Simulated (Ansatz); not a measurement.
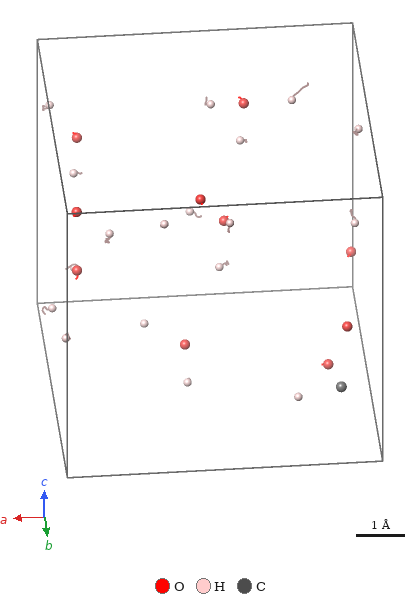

First-principles dynamics of a periodic cell with 8 H2O + 1 HCOOH at 1.042 g/cm³, 25 fs long. It starts from the last geometry of an earlier run, with fresh velocities. Lines trace each atom's path, in the colour of its element; spheres stand at the starting positions. Seen from a free direction in the simulation cell.

Theory: DFT r2SCAN-D3(BJ), scalar-relativistic, plane waves, PAW in Ansatz. Run with plane-wave cutoff 500 eV; k-point mesh 1 × 1 × 1; Fermi-Dirac smearing 0.02 eV; low-accuracy preset; Langevin thermostat (NVT); set temperature 300 K; time step 0.5 fs; H given the mass 2.014 u; friction 0.005 per fs.

### What do the traces tell about the motion?

Root-mean-square distances from the starting positions over the second half, with the common drift of all atoms taken out: H 0.21 Å, O 0.13 Å, C 0.05 Å. The heavy atoms stay within a fraction of a molecule's size of their starting places; so short a run doesn't tell a liquid from a solid.

Limits of the set-up: the program's low-accuracy preset was used; masses were changed (H 2.014 u), which shifts the vibrations; the periodic images lie only 6.7 Å apart, so the values are limited by the cell's size.
